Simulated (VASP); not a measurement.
# TiO: one change and its effect

System: TiO (P4/mmm, 2 atoms in the cell).
Method of run 1: Kohn-Sham DFT of a periodic cell, LDA, VASP PAW LDA potentials, recommended, no spin polarisation (VASP 6.6.1).

The structure was built on a prototype by a generator; it need not be a known phase. 

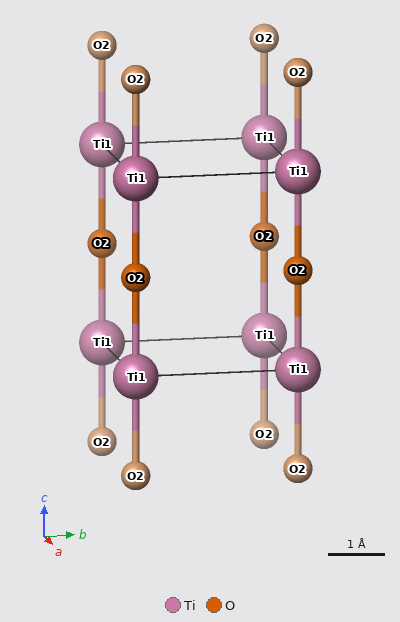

Fig. 1: The input geometry (ball-and-stick view of the cell of the calculation, seen slightly off an axis; neighbours outside the cell are drawn fainter; atoms are numbered from 1 in the order of the input).

**INCAR, run 1**
```
PREC     = Accurate       # precision mode
ENCUT    = 600            # plane-wave cutoff, eV
EDIFF    = 1E-6           # SCF threshold, eV
ISMEAR   = -1             # smearing method
SIGMA    = 0.05           # smearing width, eV
LREAL    = F              # projectors in reciprocal space
LASPH    = T              # aspherical terms in the spheres
NELM     = 60             # most SCF steps
ALGO     = Normal         # electronic algorithm
ISIF     = 3              # what is computed and relaxed
LWAVE    = F              # write WAVECAR
LCHARG   = F              # write CHGCAR
GGA      = CA             # functional
IBRION   = 2              # ionic algorithm
NSW      = 40             # ionic steps
EDIFFG   = -0.01          # ionic threshold
```

**KPOINTS, run 1**
```
regular mesh
0
Gamma
  9 9 7
```

**POSCAR, run 1**
```
TiO
1.0
    3.0093900000      0.0000000000      0.0000000000
    0.0000000000      3.0093900000      0.0000000000
    0.0000000000      0.0000000000      3.6804200000
Ti O
1 1
Direct
    0.0000000000      0.0000000000      0.0000000000
    0.0000000000      0.0000000000      0.5000000000
```

Launched with:
```bash
cat potpaw_LDA.64/Ti_sv/POTCAR potpaw_LDA.64/O/POTCAR > POTCAR
mpirun -np 1 vasp_std > vasp.out
```

Hardware: 1 thread of Intel Xeon (Granite Rapids), 64 GiB of memory available, shared host.

**OSZICAR and lines of OUTCAR (run 1)**
```
N       E                     dE             d eps       ncg     rms          rms(c)
DAV:   1     0.184518965599E+03    0.18452E+03   -0.10381E+04  1560   0.167E+03
DAV:   2    -0.116830834061E+01   -0.18569E+03   -0.17812E+03  1688   0.416E+02
DAV:   3    -0.211496402747E+02   -0.19981E+02   -0.19613E+02  2197   0.134E+02
DAV:   4    -0.220226081274E+02   -0.87297E+00   -0.87247E+00  1916   0.265E+01
DAV:   5    -0.220448330494E+02   -0.22225E-01   -0.22223E-01  2106   0.379E+00    0.159E+01
DAV:   6    -0.177152354260E+02    0.43296E+01   -0.30874E+01  1982   0.669E+01    0.833E+00
DAV:   7    -0.172968347485E+02    0.41840E+00   -0.66247E+00  2094   0.305E+01    0.438E+00
[...]
   6 F= -.17226808E+02 E0= -.17219961E+02  d E =-.289888E-01
       N       E                     dE             d eps       ncg     rms          rms(c)
DAV:   1    -0.172276698162E+02   -0.86174E-03   -0.23221E-02  1703   0.212E+00    0.206E-01
DAV:   2    -0.172269272542E+02    0.74256E-03   -0.32471E-03  1750   0.646E-01    0.899E-02
DAV:   3    -0.172268112213E+02    0.11603E-03   -0.70049E-04  1933   0.284E-01    0.356E-02
DAV:   4    -0.172268129879E+02   -0.17665E-05   -0.10841E-04  1901   0.122E-01    0.171E-02
DAV:   5    -0.172268180968E+02   -0.51090E-05   -0.13827E-05  2166   0.291E-02    0.127E-02
DAV:   6    -0.172268247169E+02   -0.66201E-05   -0.19968E-05  2376   0.282E-02    0.716E-03
DAV:   7    -0.172268250775E+02   -0.36052E-06   -0.16388E-06  1289   0.149E-02
   7 F= -.17226825E+02 E0= -.17219971E+02  d E =-.290060E-01
[... from OUTCAR:]
  free energy    TOTEN  =       -17.22682508 eV
  energy without entropy =      -17.21311684  energy(sigma->0) =      -17.21997096
 E-fermi :   4.1906     XC(G=0): -10.6730     alpha+bet :-11.5838
  free  energy   TOTEN  =       -17.2268250775 eV
  energy  without entropy=      -17.2131168398  energy(sigma->0) =      -17.21997096
```

Run 2 used a changed input.

**The two runs side by side**

| quantity | run 1 | run 2 |
| --- | --- | --- |
| outcome | converged | converged |
| free energy per atom (eV) | −8.6134 | −8.2573 |
| energy per atom, smearing taken to zero (eV) | −8.6100 | −8.2540 |
| gap on the mesh (eV) | 0.00 | 0.00 |
| pressure (GPa) | 0.04 | −0.02 |
| volume per atom (Å³) | 15.17 | 15.85 |
| largest force (eV/Å) | 0.000 | 0.000 |
| SCF iterations | 67 | 87 |
| irreducible k-points | 60 | 60 |

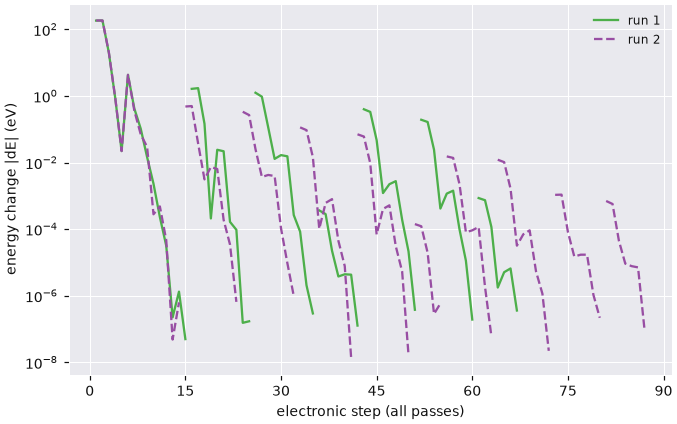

Fig. 2: Convergence of the two runs: energy change |dE| against the electronic step. A break in a curve parts two SCF passes. Run 1 takes 67 steps in all, and run 2 takes 87.

What was changed in the input?

The change (lines with − go, lines with + come):
```diff
-GGA      = CA             # functional
+GGA      = PS             # functional
```

The total energies belong to different methods, so their difference says nothing on which is more stable or more accurate. The volume per atom goes from 15.17 to 15.85 Å³. The functional changes from LDA to PBEsol. The SCF takes 87 iterations over all geometry steps against 67. On the same kind of shared host run 2 took about 1.5 times as long.

**OSZICAR and lines of OUTCAR (run 2)**
```
N       E                     dE             d eps       ncg     rms          rms(c)
DAV:   1     0.185896900222E+03    0.18590E+03   -0.10376E+04  1560   0.168E+03
DAV:   2     0.412499573736E-01   -0.18586E+03   -0.17822E+03  1688   0.417E+02
DAV:   3    -0.203899735887E+02   -0.20431E+02   -0.20053E+02  2223   0.135E+02
DAV:   4    -0.212744680032E+02   -0.88449E+00   -0.88400E+00  1923   0.269E+01
DAV:   5    -0.212967310906E+02   -0.22263E-01   -0.22261E-01  2120   0.383E+00    0.162E+01
DAV:   6    -0.169607984755E+02    0.43359E+01   -0.30103E+01  2005   0.674E+01    0.814E+00
DAV:   7    -0.166004077499E+02    0.36039E+00   -0.62715E+00  2078   0.296E+01    0.450E+00
[...]
   9 F= -.16514582E+02 E0= -.16507885E+02  d E =0.787843E-04
       N       E                     dE             d eps       ncg     rms          rms(c)
DAV:   1    -0.165152859160E+02   -0.70406E-03   -0.16300E-02  2269   0.196E+00    0.233E-01
DAV:   2    -0.165147136071E+02    0.57231E-03   -0.26398E-03  1805   0.706E-01    0.735E-02
DAV:   3    -0.165146686259E+02    0.44981E-04   -0.54794E-04  2021   0.204E-01    0.328E-02
DAV:   4    -0.165146593859E+02    0.92400E-05   -0.10155E-04  2372   0.120E-01    0.149E-02
DAV:   5    -0.165146671473E+02   -0.77613E-05   -0.17624E-05  2055   0.325E-02    0.111E-02
DAV:   6    -0.165146742690E+02   -0.71217E-05   -0.22717E-05  2264   0.316E-02    0.768E-03
DAV:   7    -0.165146741655E+02    0.10347E-06   -0.24601E-06  1364   0.175E-02
  10 F= -.16514674E+02 E0= -.16507978E+02  d E =-.133065E-04
[... from OUTCAR:]
  free energy    TOTEN  =       -16.51467417 eV
  energy without entropy =      -16.50128123  energy(sigma->0) =      -16.50797770
 E-fermi :   4.0256     XC(G=0): -10.2431     alpha+bet :-11.2263
  free  energy   TOTEN  =       -16.5146741655 eV
  energy  without entropy=      -16.5012812276  energy(sigma->0) =      -16.50797770
```

For run 1: The volume changed by more than 5 % on the plane waves of the start, so the result carries a basis error; a second relaxation from the end is advised.
